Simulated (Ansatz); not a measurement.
# Au(110) / 3 layers Pd(110) / Au(110): resistance against film thickness, part 2 of 2

Aim: what a thin film of another metal adds to the resistance, first Au(110) / 3 layers Pd(110) / Au(110).

Ansatz 0.2.0; Ansatz plane-wave DFT, PBE, PAW files; ballistic transport by layer matching (Landauer), zero bias; PAW set soft_1.

So far. Step 2 (With 3 layers): The lead's potential steps by 3.5 meV from period to period, small in itself. The program estimates the junction's conductance to 4.3 % from the k-mesh, 0.1 % from the leads' distance from neutral and 0.7 % from their steps. Step 3 (With 5 layers, k-mesh 13×9×1, film layers 5): The conductance of the junction is 6.7e14 S/m², 2.0 % under the 6.9e14 S/m² of the last finished run, within the error estimates, leads' steps apart, of 4.3 and 4.2 %.

## 4. With 6 layers, k-mesh 13×9×1, film layers 6

The stack now holds 6 film layers; the k-mesh follows the cell, and the energies span -0.27 to 0.27 eV.

System of this step: Au(110) / 6 layers Pd(110) / Au(110). The cell holds 18 atoms: 12 Au and 6 Pd. Its edges and angles: a = 2.884 Å, b = 4.078 Å, c = 24.809 Å, α = 90.0°, β = 90.0°, γ = 90.0°. It derives from Au and Pd. Regions: lead, 12 atoms (12 Au); films, 6 atoms (6 Pd). The structure is stacked along c, and the current runs across the ab planes.

Input file input.yaml:

```yaml
crystal:
  lattice:
    - [2.8837582304, 0.0, 0.0]
    - [0.0, 4.07825, 0.0]
    - [0.0, 0.0, 24.8090994067]
  atoms:
    - { symbol: Au, position: [0.0, 0.0, 0.0290594812] }
    - { symbol: Au, position: [0.5, 0.5, 0.0871784436] }
    - { symbol: Au, position: [0.0, 0.0, 0.145297406] }
    - { symbol: Au, position: [0.5, 0.5, 0.2034163683] }
    - { symbol: Au, position: [0.0, 0.0, 0.2615353307] }
    - { symbol: Au, position: [0.5, 0.5, 0.3196542931] }
    - { symbol: Pd, position: [0.0, 0.0, 0.3739281453] }
    - { symbol: Pd, position: [0.5, 0.5, 0.4243568872] }
    - { symbol: Pd, position: [0.0, 0.0, 0.4747856291] }
    - { symbol: Pd, position: [0.5, 0.5, 0.5252143709] }
    - { symbol: Pd, position: [0.0, 0.0, 0.5756431128] }
    - { symbol: Pd, position: [0.5, 0.5, 0.6260718547] }
    - { symbol: Au, position: [0.0, 0.0, 0.6803457069] }
    - { symbol: Au, position: [0.5, 0.5, 0.7384646693] }
    - { symbol: Au, position: [0.0, 0.0, 0.7965836317] }
    - { symbol: Au, position: [0.5, 0.5, 0.854702594] }
    - { symbol: Au, position: [0.0, 0.0, 0.9128215564] }
    - { symbol: Au, position: [0.5, 0.5, 0.9709405188] }
kpoints:
  mp_grid: { grid: [13, 9, 1] }
hamiltonian:
  xc: pbe
  pseudopotentials: { kind: paw, azcp: { folder: soft_1 } }
scf:
  occupations: { method: fermi_dirac, width: 0.1 }
output:
  transmission:
    leads: [[0, 1]]
    kmesh: [26, 18]
    e_range: [-0.27, 0.27]
    de: 0.036
  write_potential: true
  write_density: true
  volumetric_format: npy
```

Command:

```console
ansatz run input.yaml --threads 4 --pin off --max-ram 8192MiB --backend cpu --events-out ev --progress --plain --runs-dir out
```

Numbers of over 12 decimals in the logs are rounded to 6 here.

What it wrote:

```text
[...]
Crystal: 18 atoms, lattice volume = 291.772 Å³
Basis set: ecut = 420 eV, 5715 PW (Γ)
Bands: 202, of which v1, the nominal top of the filled ones, is band 168 counted from 1 (167 counted from 0)
Symmetry: 8 space group operations
[...]
k-points: 35 of 117
[...]
--- Transmission ---
  basis      : 101 plane waves across, 41 finite elements along
  points     : 140, standing for a mesh of 26 x 18
[...]
filled         : 26.6 meV over the level at which it is neutral
    channels       : 1.391026e0 a spin
[...]
slowest decay  : 0.0430 /Å at (0.0769, 0.4444)
  junction   : crystal 0 to crystal 0, 0.70 to 24.07 Å
    transmission   : 1.036387e0 a spin
[...]
resistance     : 3.8196e-4 Ω µm² beyond half of each lead's own
[key lines of the parts left out:]
SCF converged after 13 iterations
Free energy (F): -199651.289088 eV
Fermi energy:    20.381358 eV
```

Run time: 3.8 min. Hardware: 4 threads of Intel Xeon Platinum 8375C at 2.90GHz (Ice Lake), shared host; peak memory 2.2 GiB; 14 min of CPU time.

This step gave:

| Property | Result |
| --- | --- |
| free energy | -199651.2891 eV |
| energy at zero smearing | -199651.0595 eV |
| Fermi energy | 20.38 eV |
| step of the lead's potential | 5.7 meV |
| estimated errors of the lead's conductance | 0, 5.1, 0 % (band edges, k-mesh, distance from neutral) |
| lead conductance per cell | 1.391 G₀ |
| conductance of the junction | 6.79e14 S/m² |
| junction conductance per cell | 1.030 G₀ |
| estimated errors of the junction's conductance | 0, 0, 4.1, 8.1, 1.4 % (energy step, band edges, k-mesh, leads' steps, distance from neutral) |
| area resistance that the stack adds (contact term taken off, spin by spin) | 0.3820 fΩ m² |

Per spin. Transmission, zone mean against energy, zero at the Fermi level:

```csv
energy (eV),"transmission, zone mean"
-0.270,0.900
-0.234,0.894
-0.198,0.889
-0.162,0.899
-0.126,0.898
-0.090,0.958
-0.054,0.998
-0.018,1.04
0.018,1.04
0.054,1.04
0.090,1.04
0.126,1.03
0.162,1.03
0.198,1.03
0.234,1.03
0.270,1.02
```

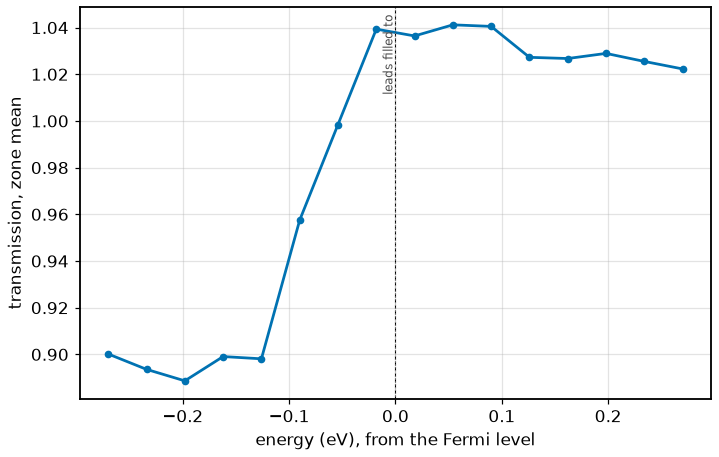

Transmission, zone mean, plotted against energy.

The conductance of the junction is 6.8e14 S/m², 0.76 % over the 6.7e14 S/m² of the last finished run, within the error estimates, leads' steps apart, of 4.2 and 4.1 %.

## 5. With 8 layers, k-mesh 13×9×1, film layers 8

The stack now holds 8 film layers; the k-mesh follows the cell, and the energies span -0.27 to 0.27 eV.

System of this step: Au(110) / 8 layers Pd(110) / Au(110). The cell holds 20 atoms: 12 Au and 8 Pd. Its edges and angles: a = 2.884 Å, b = 4.078 Å, c = 27.311 Å, α = 90.0°, β = 90.0°, γ = 90.0°. It derives from Au and Pd. Regions: lead, 12 atoms (12 Au); films, 8 atoms (8 Pd). The structure is stacked along c, and the current runs across the ab planes.

input.yaml, the sections that differ from step 4:

```yaml
crystal:
  lattice:
    - [2.8837582304, 0.0, 0.0]
    - [0.0, 4.07825, 0.0]
    - [0.0, 0.0, 27.3112827482]
  atoms:
    - { symbol: Au, position: [0.0, 0.0, 0.0263971328] }
    - { symbol: Au, position: [0.5, 0.5, 0.0791913984] }
    - { symbol: Au, position: [0.0, 0.0, 0.131985664] }
    - { symbol: Au, position: [0.5, 0.5, 0.1847799296] }
    - { symbol: Au, position: [0.0, 0.0, 0.2375741952] }
    - { symbol: Au, position: [0.5, 0.5, 0.2903684608] }
    - { symbol: Pd, position: [0.0, 0.0, 0.3396698944] }
    - { symbol: Pd, position: [0.5, 0.5, 0.385478496] }
    - { symbol: Pd, position: [0.0, 0.0, 0.4312870976] }
    - { symbol: Pd, position: [0.5, 0.5, 0.4770956992] }
    - { symbol: Pd, position: [0.0, 0.0, 0.5229043008] }
    - { symbol: Pd, position: [0.5, 0.5, 0.5687129024] }
    - { symbol: Pd, position: [0.0, 0.0, 0.614521504] }
    - { symbol: Pd, position: [0.5, 0.5, 0.6603301056] }
    - { symbol: Au, position: [0.0, 0.0, 0.7096315392] }
    - { symbol: Au, position: [0.5, 0.5, 0.7624258048] }
    - { symbol: Au, position: [0.0, 0.0, 0.8152200704] }
    - { symbol: Au, position: [0.5, 0.5, 0.868014336] }
    - { symbol: Au, position: [0.0, 0.0, 0.9208086016] }
    - { symbol: Au, position: [0.5, 0.5, 0.9736028672] }
# kpoints, hamiltonian, scf, output: as in step 4
```

What it wrote:

```text
[...]
Crystal: 20 atoms, lattice volume = 321.199 Å³
Basis set: ecut = 420 eV, 6275 PW (Γ)
Bands: 224, of which v1, the nominal top of the filled ones, is band 186 counted from 1 (185 counted from 0)
Symmetry: 8 space group operations
[...]
k-points: 35 of 117
[...]
--- Transmission ---
  basis      : 101 plane waves across, 45 finite elements along
  points     : 140, standing for a mesh of 26 x 18
[...]
filled         : 39.4 meV under the level at which it is neutral
    channels       : 1.395299e0 a spin
[...]
slowest decay  : 0.1060 /Å at (0.0769, 0.5000)
  junction   : crystal 0 to crystal 0, 0.70 to 26.57 Å
    transmission   : 9.710842e-1 a spin
[...]
resistance     : 4.8957e-4 Ω µm² beyond half of each lead's own
[key lines of the parts left out:]
SCF converged after 13 iterations
Free energy (F): -213597.039184 eV
Fermi energy:    20.284336 eV
```

It took 4 min on 4 threads; peak memory 2.6 GiB.

This step gave:

| Property | Result |
| --- | --- |
| free energy | -213597.0392 eV |
| energy at zero smearing | -213596.7854 eV |
| Fermi energy | 20.28 eV |
| step of the lead's potential | 4.9 meV |
| estimated errors of the lead's conductance | 0, 4.9, 0 % (band edges, k-mesh, distance from neutral) |
| lead conductance per cell | 1.393 G₀ |
| conductance of the junction | 6.33e14 S/m² |
| junction conductance per cell | 0.9609 G₀ |
| estimated errors of the junction's conductance | 0.2, 0, 4.2, 1.5, 1.5 % (energy step, band edges, k-mesh, leads' steps, distance from neutral) |
| area resistance that the stack adds (contact term taken off, spin by spin) | 0.4896 fΩ m² |

Per spin. Table of transmission, zone mean by energy, zero at the Fermi level:

```
energy (eV)  transmission, zone mean
     -0.270                    0.905
     -0.234                    0.892
     -0.198                    0.935
     -0.162                    0.957
     -0.126                    0.927
     -0.090                    0.918
     -0.054                    0.953
     -0.018                    0.957
      0.018                    0.971
      0.054                    0.975
      0.090                    0.997
      0.126                     1.02
      0.162                     1.04
      0.198                     1.05
      0.234                     1.03
      0.270                     1.03
```

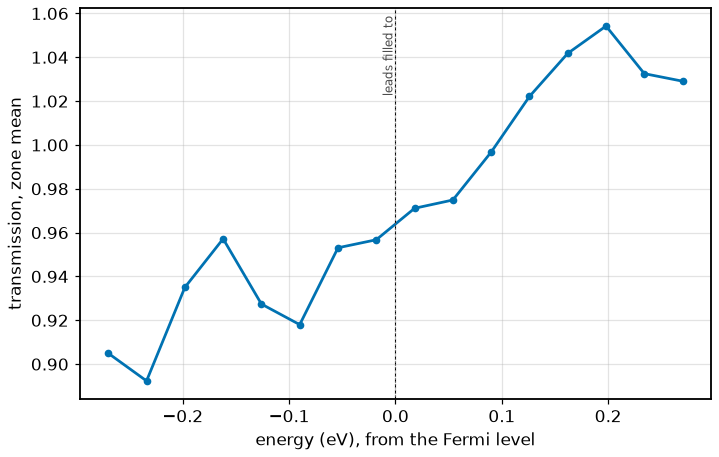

Transmission, zone mean, plotted against energy.

The conductance of the junction is 6.3e14 S/m², 6.7 % under the 6.8e14 S/m² of the last finished run, no more than the error estimates, leads' steps apart, of 4.1 and 4.2 % together.

## 6. With 10 layers, k-mesh 13×9×1, film layers 10

The stack now holds 10 film layers; the k-mesh follows the cell, and the energies span -0.27 to 0.27 eV.

System of this step: Au(110) / 10 layers Pd(110) / Au(110). The cell holds 22 atoms: 12 Au and 10 Pd. Cell: a = 2.884 Å, b = 4.078 Å, c = 29.813 Å, α = 90.0°, β = 90.0°, γ = 90.0°. It derives from Au and Pd. Regions: lead, 12 atoms (12 Au); films, 10 atoms (10 Pd). The structure is stacked along c, and the current runs across the ab planes.

input.yaml, the sections that differ from step 5:

```yaml
crystal:
  lattice:
    - [2.8837582304, 0.0, 0.0]
    - [0.0, 4.07825, 0.0]
    - [0.0, 0.0, 29.8134660897]
  atoms:
    - { symbol: Au, position: [0.0, 0.0, 0.0241816753] }
    - { symbol: Au, position: [0.5, 0.5, 0.072545026] }
    - { symbol: Au, position: [0.0, 0.0, 0.1209083767] }
    - { symbol: Au, position: [0.5, 0.5, 0.1692717273] }
    - { symbol: Au, position: [0.0, 0.0, 0.217635078] }
    - { symbol: Au, position: [0.5, 0.5, 0.2659984287] }
    - { symbol: Pd, position: [0.0, 0.0, 0.3111620936] }
    - { symbol: Pd, position: [0.5, 0.5, 0.3531260728] }
    - { symbol: Pd, position: [0.0, 0.0, 0.395090052] }
    - { symbol: Pd, position: [0.5, 0.5, 0.4370540312] }
    - { symbol: Pd, position: [0.0, 0.0, 0.4790180104] }
    - { symbol: Pd, position: [0.5, 0.5, 0.5209819896] }
    - { symbol: Pd, position: [0.0, 0.0, 0.5629459688] }
    - { symbol: Pd, position: [0.5, 0.5, 0.604909948] }
    - { symbol: Pd, position: [0.0, 0.0, 0.6468739272] }
    - { symbol: Pd, position: [0.5, 0.5, 0.6888379064] }
    - { symbol: Au, position: [0.0, 0.0, 0.7340015713] }
    - { symbol: Au, position: [0.5, 0.5, 0.782364922] }
    - { symbol: Au, position: [0.0, 0.0, 0.8307282727] }
    - { symbol: Au, position: [0.5, 0.5, 0.8790916233] }
    - { symbol: Au, position: [0.0, 0.0, 0.927454974] }
    - { symbol: Au, position: [0.5, 0.5, 0.9758183247] }
# kpoints, hamiltonian, scf, output: as in step 5
```

What it wrote:

```text
[...]
Crystal: 22 atoms, lattice volume = 350.627 Å³
Basis set: ecut = 420 eV, 6847 PW (Γ)
Bands: 245, of which v1, the nominal top of the filled ones, is band 204 counted from 1 (203 counted from 0)
Symmetry: 8 space group operations
[...]
k-points: 35 of 117
[...]
--- Transmission ---
  basis      : 101 plane waves across, 50 finite elements along
  points     : 140, standing for a mesh of 26 x 18
[...]
filled         : 52.4 meV over the level at which it is neutral
    channels       : 1.391026e0 a spin
[...]
slowest decay  : 0.0558 /Å at (0.0769, 0.4444)
  junction   : crystal 0 to crystal 0, 0.70 to 29.07 Å
    transmission   : 9.281312e-1 a spin
[...]
resistance     : 5.6092e-4 Ω µm² beyond half of each lead's own
[key lines of the parts left out:]
SCF converged after 13 iterations
Free energy (F): -227542.627995 eV
Fermi energy:    20.291766 eV
```

It took 4.3 min on 4 threads; peak memory 3 GiB; 16 min of CPU time.

This step gave:

| Item | Value |
| --- | --- |
| free energy | -227542.6280 eV |
| energy at zero smearing | -227542.3342 eV |
| Fermi energy | 20.29 eV |
| step of the lead's potential | 5.3 meV |
| estimated errors of the lead's conductance | 0, 5.4, 0 % (band edges, k-mesh, distance from neutral) |
| lead conductance per cell | 1.391 G₀ |
| conductance of the junction | 6.05e14 S/m² |
| junction conductance per cell | 0.9188 G₀ |
| estimated errors of the junction's conductance | 0, 0, 4.8, 4.7, 0.1 % (energy step, band edges, k-mesh, leads' steps, distance from neutral) |
| area resistance that the stack adds (contact term taken off, spin by spin) | 0.5609 fΩ m² |

Per spin. Table of transmission, zone mean by energy, zero at the Fermi level:

```
energy (eV)  transmission, zone mean
     -0.270                    0.935
     -0.234                    0.927
     -0.198                    0.973
     -0.162                    0.975
     -0.126                    0.955
     -0.090                    0.932
     -0.054                    0.915
     -0.018                    0.901
      0.018                    0.928
      0.054                    0.944
      0.090                    0.950
      0.126                    0.951
      0.162                    0.985
      0.198                     1.00
      0.234                     1.02
      0.270                     1.04
```

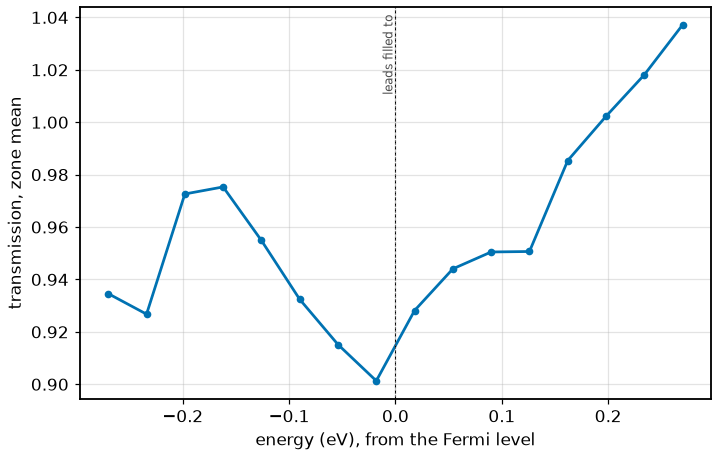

Transmission, zone mean against energy.

The conductance of the junction is 6.1e14 S/m², 4.4 % under the 6.3e14 S/m² of the last finished run, within the error estimates, leads' steps apart, of 4.2 and 4.8 %.

## 7. Cost and result by level

Times are for 4 threads of Intel Xeon Platinum 8375C at 2.90GHz (Ice Lake), shared host. Results by setting:

| no. | film layers | area resistance that the stack adds (contact term taken off, spin by spin) (fΩ m²) | conductance of the junction (S/m²) | time | memory (GiB) |
| --- | --- | --- | --- | --- | --- |
| 1 | 3 | 0.3647 | 6.87e14 | 7 min | 2.6 |
| 2 | 5 | 0.3940 | 6.74e14 | 3.7 min | 2.2 |
| 3 | 6 | 0.3820 | 6.79e14 | 3.8 min | 2.2 |
| 4 | 8 | 0.4896 | 6.33e14 | 4 min | 2.6 |
| 5 | 10 | 0.5609 | 6.05e14 | 4.3 min | 3.0 |

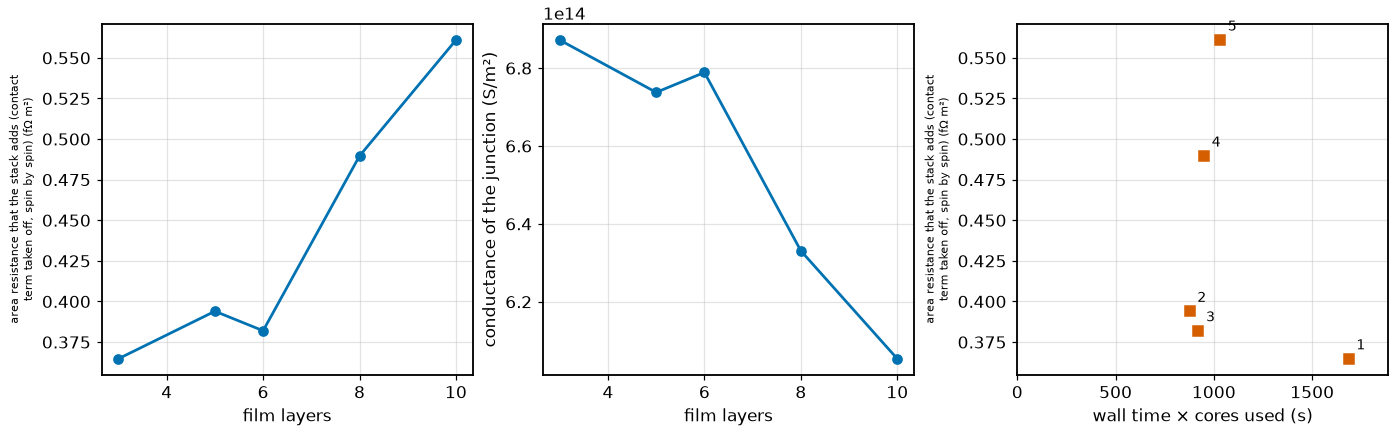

The series as plots; the last panel sets the first result against cost, with the runs numbered as in the table.

## 8. With 5 layers

This step: Ansatz plane-wave DFT, PBE, PAW files; ballistic transport by layer matching (Landauer), zero bias; changed: basis.ecutrho_ratio = 2, scf.max_iter = 50 (Ansatz 0.2.0).

System of this step: Au(110) / 5 layers Pd(110) / Au(110). The cell holds 18 atoms: 13 Au and 5 Pd. Cell: a = 2.884 Å, b = 4.078 Å, c = 25.000 Å, α = 90.0°, β = 90.0°, γ = 90.0°. It derives from Au and Pd. Regions: lead, 13 atoms (13 Au); films, 5 atoms (5 Pd). The structure is stacked along c, and the current runs across the ab planes.

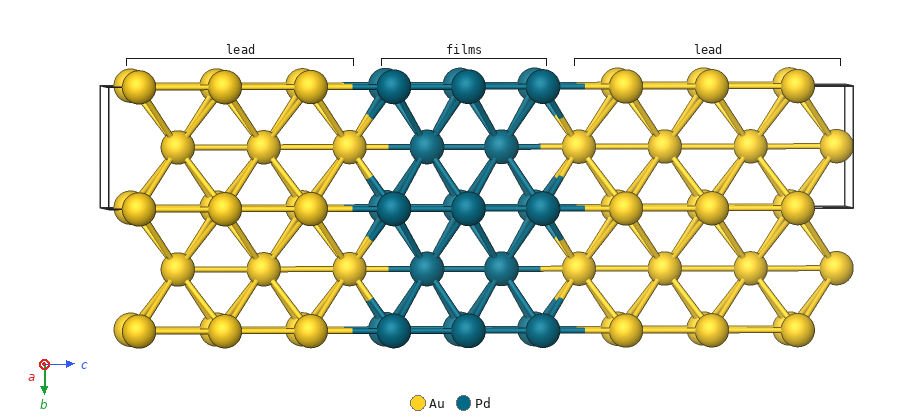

The cell of this step (gold yellow, palladium blue). 1×2×1 cells are drawn. Some periodic images of atoms are drawn too.

Input file input.yaml:

```yaml
crystal:
  lattice:
    - [2.8837582304, 0.0, 0.0]
    - [0.0, 4.07825, 0.0]
    - [0.0, 0.0, 24.9998868511]
  atoms:
    - { symbol: Au, position: [0.0, 0.0, 0.0288377128] }
    - { symbol: Au, position: [0.5, 0.5, 0.0865131385] }
    - { symbol: Au, position: [0.0, 0.0, 0.1441885641] }
    - { symbol: Au, position: [0.5, 0.5, 0.2018639898] }
    - { symbol: Au, position: [0.0, 0.0, 0.2595394154] }
    - { symbol: Au, position: [0.5, 0.5, 0.317214841] }
    - { symbol: Pd, position: [0.0, 0.0, 0.3710745005] }
    - { symbol: Pd, position: [0.5, 0.5, 0.4211183939] }
    - { symbol: Pd, position: [0.0, 0.0, 0.4711622872] }
    - { symbol: Pd, position: [0.5, 0.5, 0.5212061805] }
    - { symbol: Pd, position: [0.0, 0.0, 0.5712500738] }
    - { symbol: Au, position: [0.5, 0.5, 0.6251097333] }
    - { symbol: Au, position: [0.0, 0.0, 0.682785159] }
    - { symbol: Au, position: [0.5, 0.5, 0.7404605846] }
    - { symbol: Au, position: [0.0, 0.0, 0.7981360102] }
    - { symbol: Au, position: [0.5, 0.5, 0.8558114359] }
    - { symbol: Au, position: [0.0, 0.0, 0.9134868615] }
    - { symbol: Au, position: [0.5, 0.5, 0.9711622872] }
kpoints:
  mp_grid: { grid: [13, 9, 1] }
hamiltonian:
  xc: pbe
  pseudopotentials: { kind: paw, azcp: { folder: soft_1 } }
scf:
  occupations: { method: fermi_dirac, width: 0.1 }
  max_iter: 50
output:
  transmission:
    leads: [[0, 1]]
    kmesh: [26, 18]
    e_range: [-0.27, 0.27]
    de: 0.036
  write_potential: true
  write_density: true
  volumetric_format: npy
basis:
  ecutrho_ratio: 2
```

What it wrote:

```text
Error: output.transmission: <on plane waves> with basis.ecutrho_ratio < 4 — the transmission reads the potential up to twice the cutoff's wavenumber, and below a ratio of 4 the run has it in part; raise basis.ecutrho_ratio to 4 or more, or drop output.transmission
```

Wall time 0.02 s (4 threads); peak memory 0.044 GiB.

The input was rejected at the start.

The program's message: “Error: output.transmission: <on plane waves> with basis.ecutrho_ratio < 4 — the transmission reads the potential up to twice the cutoff's wavenumber, and below a ratio of 4 the run has it in part; rai …”

The change that led to it: basis.ecutrho_ratio = 2.

## 9. Outcome

```json
{
  "area resistance, 3 layers": "0.365 fΩ m²",
  "area resistance, 5 layers": "0.394 fΩ m²",
  "area resistance, 6 layers": "0.382 fΩ m²",
  "area resistance, 8 layers": "0.490 fΩ m²",
  "area resistance, 10 layers": "0.561 fΩ m²"
}
```

In words: The stack adds 0.36 fΩ m² with 3 layers and 0.56 fΩ m² with 10. From 5 to 10 layers it grows by 42 %, though no single step exceeds the two runs' error estimates together; nothing scatters inside a perfect film, so this is no ohmic growth. Atoms sit on ideal sites and aren't relaxed. Spin-orbit coupling is left out, which matters for Au. Pd(110) is stretched by 4.8 % in plane to fit Au(110), at its own atomic volume.

[Logs are printed without paths, hosts, clocks, repeated set-up lines and the standing remarks that a program may print on its own settings, such as how far it seeks lower states.]

[Hosts, paths, dates, database ids (printed as entryN), source tags and the programs' standing remarks are cut or masked in the printed files.]
